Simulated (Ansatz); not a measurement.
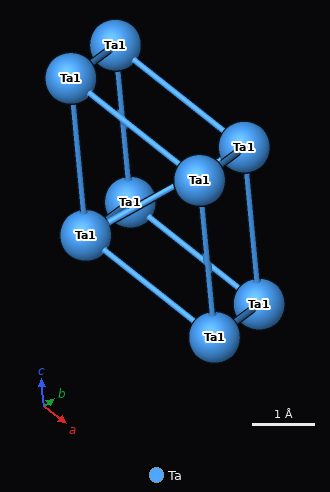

Fig. 1: The structure (ball-and-stick view of the cell of the calculation, seen slightly off an axis; atoms are numbered from 1 in the order of the input). Near neighbours in the crystal (not all of them lie inside the picture): Ta has 8 Ta at 2.93 Å.

**Mending a single-point calculation on Ta**

System: Ta (1 atom in the cell).
Method of the first run: DFT, r2SCAN, plane waves, PAW, no spin polarisation (Ansatz 0.2.0).

The structure is a generated one, with these elements put on the sites of a known structure type; it need not be a known phase. Some settings of this run were made unusual or wrong on purpose. Text and figures count atoms from 1; the logs count them from 0 in places.

**The input, the first run**
```yaml
crystal:
  lattice:
    - [-1.691678, 1.691678, 1.691678]
    - [1.691678, -1.691678, 1.691678]
    - [1.691678, 1.691678, -1.691678]
  atoms:
    - { symbol: Ta, position: [0.0, 0.0, 0.0] }
  symmetry: { tolerance: 0.0003 }
kpoints:
  mp_grid: { grid: [1, 1, 1], shift: [0, 0, 0] }
magnetization:
  spin_polarized: false
scf:
  occupations: { method: fermi_dirac }
  max_iter: 50
hamiltonian:
  pseudopotentials: { kind: paw }
  xc: r2scan
basis:
  ecutwfc: 500
output:
  forces: true
  stress: true
  eigenvalues: true
```

Command:
```bash
ansatz run input.yaml --threads 1 --pin off --max-ram 2560MiB --backend cpu --events-out ev --progress --plain --runs-dir out
```

Hardware: 1 thread of Intel Xeon @ 2.50GHz (Skylake/Cascade Lake), 16 GiB of memory available, shared host.

**Output, shortened to warnings, some set-up lines, iterations and results (the first run)**
```
Basis set: ecut = 500 eV, 531 PW (Γ), exchange–correlation on 96×96×96 points (64 copies of the dense FFT grid, shifted against one another)
Symmetry: 48 space group operations
k-points: 1
Initial density: superposition of atomic densities (neutral atoms: chi_scale 0, normalization atom), corrected by the library's trained network
[...]
SCF iter   1: F=—  HF=-9945.558411 eV  |F-HF|=—  |Δ(HF+E_count)|=         —  Δρ=9.31e-2  dr2=1.18e0  dr2_τ=8.76e-2  ethr=1.77e-3  ⟨swp⟩=6.0  Hψ=64  notcnv=0
SCF iter   2: F=—  HF=-9945.471506 eV  |F-HF|=—  |Δ(HF+E_count)|=   8.69e-2  Δρ=4.48e-2  dr2=2.25e-1  dr2_τ=1.59e-2  ethr=1.77e-3  ⟨swp⟩=2.0  Hψ=29  notcnv=0
SCF iter   3: F=—  HF=-9945.554046 eV  |F-HF|=—  |Δ(HF+E_count)|=   8.25e-2  Δρ=5.74e-3  dr2=3.54e-3  dr2_τ=1.13e-3  ethr=1.73e-3  ⟨swp⟩=2.0  Hψ=17  notcnv=0
SCF iter   4: F=—  HF=-9945.556369 eV  |F-HF|=—  |Δ(HF+E_count)|=   2.32e-3  Δρ=5.63e-4  dr2=1.97e-5  dr2_τ=2.93e-6  ethr=2.72e-5  ⟨swp⟩=3.0  Hψ=19  notcnv=0
SCF iter   5: F=—  HF=-9945.556421 eV  |F-HF|=—  |Δ(HF+E_count)|=   5.23e-5  Δρ=8.59e-5  dr2=7.58e-7  dr2_τ=1.12e-7  ethr=1.52e-7  ⟨swp⟩=3.0  Hψ=19  notcnv=0
SCF iter   6: F=-9945.556422 eV  HF=-9945.556422 eV  |F-HF|=3.57e-8  |Δ(HF+E_count)|=   1.32e-6  Δρ=1.15e-5  dr2=1.02e-8  dr2_τ=2.11e-9  ethr=7.69e-10  ⟨swp⟩=6.0  Hψ=67  …
SCF 1 converged in 6 iterations: F = -9945.556422 eV  dr2 = 1.02e-8
SCF converged after 6 iterations
Free energy (F): -9945.556422 eV
Harris-Foulkes:  -9945.556422 eV  (|F-HF|=3.57e-8)
Internal energy: -9945.140534 eV  (E = F + TS)
E sigma→0 (E₀):  -9945.348478 eV
Entropy (-TS):   -0.415888 eV (-415.888 meV/atom)
Fermi energy:    18.393701 eV
--- Per-component energies (eV) ---
  E_band       = -120.426823
  E_kinetic    = 368.692477
  E_local      = -612.318907  (includes V_loc(G=0)·N_el)
  E_nonlocal   = 19.842478
  E_hartree    = 217.211391
  E_xc         = -205.425010
  E_vxc        = -223.206859  (∫ρ·V_xc dr)
  E_paw        = -8423.594472  (= ΣΔE_a)
  E_vpaw       = -119.090215  (= ΣTr[D̂ρ^β])
  E_aug_tail   = 0.000078  (compensation charges beyond the density's cutoff)
  E_vtau       = 11.229826  (kinetic-family band-sum trace: ∫τ·v_τ [+ j·A + Jᵃ·Aᵃ] dr)
  E_ewald      = -1308.792288
  E_core_change = -0.756280  (= ΣΔE_core)
  E_smearing   = -0.415888  (= −TS)
  E_closure    = -0.000000  (closes the sum)
  Σ components = -9945.556422   (vs F -9945.556422, Δ=0.00e0)
--- Forces (eV/Å), atoms counted from 1 ---
  atom   1  Ta     0.00000000    -0.00000000    -0.00000000
  max |Σ_I F_I| component: 4.85e-26 eV/Å
--- Stress (GPa, compression-positive) ---
       66.976118       0.000000       0.000000
        0.000000      66.976118      -0.000000
       -0.000000      -0.000000      66.976118
  P = ⅓ Tr σ = 66.9761 GPa (669.761 kbar)
```

### Diagnose this run and give a change of the input that cures it.

This input holds a deliberate fault: one k-point for a small cell (`kpoints.mp_grid.grid`). One point cannot sample the zone of a small cell. The program still converged, but the numbers can't be taken as results for the intended system.

A run of the same system that converges differs from this input as follows (lines with − go, lines with + come):
```diff
-  mp_grid: { grid: [1, 1, 1], shift: [0, 0, 0] }
+  mp_grid: { grid: [7, 7, 7], shift: [0, 0, 0] }
-  max_iter: 50
```

**Output, shortened to warnings, some set-up lines, iterations and results (the second run)**
```
Basis set: ecut = 500 eV, 531 PW (Γ), exchange–correlation on 96×96×96 points (64 copies of the dense FFT grid, shifted against one another)
Symmetry: 48 space group operations
k-points: 20 of 343
Initial density: superposition of atomic densities (neutral atoms: chi_scale 0, normalization atom), corrected by the library's trained network
[...]
SCF iter   1: F=—  HF=-9944.293091 eV  |F-HF|=—  |Δ(HF+E_count)|=         —  Δρ=5.66e-3  dr2=1.63e-3  dr2_τ=1.21e-2  ethr=1.77e-3  ⟨swp⟩=5.4  Hψ=1315  notcnv=0
SCF iter   2: F=—  HF=-9944.304835 eV  |F-HF|=—  |Δ(HF+E_count)|=   1.17e-2  Δρ=3.25e-3  dr2=6.22e-4  dr2_τ=2.31e-4  ethr=1.25e-5  ⟨swp⟩=2.6  Hψ=507  notcnv=0
SCF iter   3: F=—  HF=-9944.305507 eV  |F-HF|=—  |Δ(HF+E_count)|=   6.73e-4  Δρ=3.99e-4  dr2=1.87e-5  dr2_τ=1.39e-5  ethr=4.79e-6  ⟨swp⟩=2.1  Hψ=319  notcnv=0
SCF iter   4: F=—  HF=-9944.305520 eV  |F-HF|=—  |Δ(HF+E_count)|=   1.30e-5  Δρ=1.41e-4  dr2=1.48e-6  dr2_τ=9.21e-7  ethr=1.44e-7  ⟨swp⟩=2.7  Hψ=332  notcnv=0
SCF iter   5: F=—  HF=-9944.305521 eV  |F-HF|=—  |Δ(HF+E_count)|=   4.95e-7  Δρ=9.32e-5  dr2=6.15e-7  dr2_τ=3.03e-7  ethr=1.13e-8  ⟨swp⟩=1.0  Hψ=219  notcnv=0
SCF iter   6: F=-9944.305521 eV  HF=-9944.305521 eV  |F-HF|=3.23e-9  |Δ(HF+E_count)|=   2.74e-7  Δρ=4.44e-6  dr2=1.18e-9  dr2_τ=9.00e-10  ethr=7.69e-10  ⟨swp⟩=3.0  Hψ=825  …
SCF 1 converged in 6 iterations: F = -9944.305521 eV  dr2 = 1.18e-9
SCF converged after 6 iterations
Free energy (F): -9944.305521 eV
Harris-Foulkes:  -9944.305521 eV  (|F-HF|=3.23e-9)
Internal energy: -9944.271720 eV  (E = F + TS)
E sigma→0 (E₀):  -9944.288620 eV
Entropy (-TS):   -0.033801 eV (-33.801 meV/atom)
Fermi energy:    16.957511 eV
--- Per-component energies (eV) ---
  E_band       = -136.594528
  E_kinetic    = 364.240381
  E_local      = -588.823818  (includes V_loc(G=0)·N_el)
  E_nonlocal   = 14.274379
  E_hartree    = 201.568324
  E_xc         = -203.440532
  E_vxc        = -220.656956  (∫ρ·V_xc dr)
  E_paw        = -8422.541963  (= ΣΔE_a)
  E_vpaw       = -119.896707  (= ΣTr[D̂ρ^β])
  E_aug_tail   = 0.000076  (compensation charges beyond the density's cutoff)
  E_vtau       = 11.131642  (kinetic-family band-sum trace: ∫τ·v_τ [+ j·A + Jᵃ·Aᵃ] dr)
  E_ewald      = -1308.792288
  E_core_change = -0.756280  (= ΣΔE_core)
  E_smearing   = -0.033801  (= −TS)
  E_closure    = 0.000000  (closes the sum)
  Σ components = -9944.305521   (vs F -9944.305521, Δ=0.00e0)
--- Forces (eV/Å), atoms counted from 1 ---
  atom   1  Ta    -0.00000000    -0.00000000     0.00000000
  max |Σ_I F_I| component: 1.44e-32 eV/Å
--- Stress (GPa, compression-positive) ---
      -13.158513       0.000000      -0.000000
        0.000000     -13.158513       0.000000
        0.000000      -0.000000     -13.158513
  P = ⅓ Tr σ = -13.1585 GPa (-131.585 kbar)
```

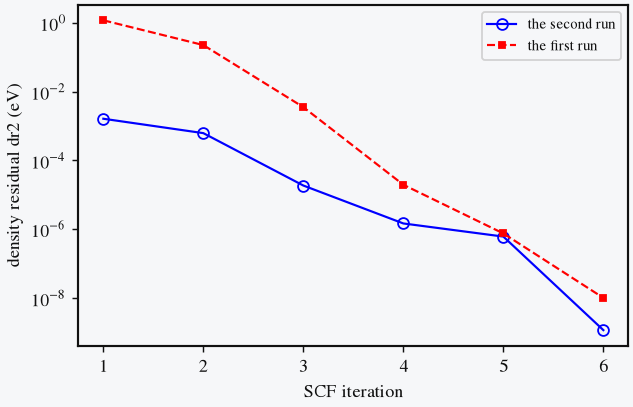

Fig. 2: Convergence of the two runs: density residual dr2 against the SCF iteration. The second run takes 6 iterations in all, and the first run takes 6.

**The two runs side by side**

| quantity | the first run | the second run |
| --- | --- | --- |
| outcome | converged | converged |
| free energy per atom (eV) | −9945.5564 | −9944.3055 |
| energy per atom, smearing taken to zero (eV) | −9945.3485 | −9944.2886 |
| pressure (GPa) | 66.98 | −13.16 |
| largest force (eV/Å) | 0.000 | 0.000 |
| SCF iterations | 6 | 6 |
| irreducible k-points | 1 | 20 |
| plane waves at Γ | 531 | 531 |
| wall time (shared host) | 0.91 s | 1.4 s |

The free energy of the second run is 1250.9 meV per atom higher, which comes mainly from the change of mesh; a solver setting shouldn't move a converged energy. The pressure goes from 66.98 to −13.16 GPa. The number of SCF iterations is the same. The irreducible k-points go from 1 to 20.

Notes on the second run: Spin–orbit coupling is left out, which matters for Ta. The cell is under a tension of 13.2 GPa at this level, so it is not at its equilibrium volume.
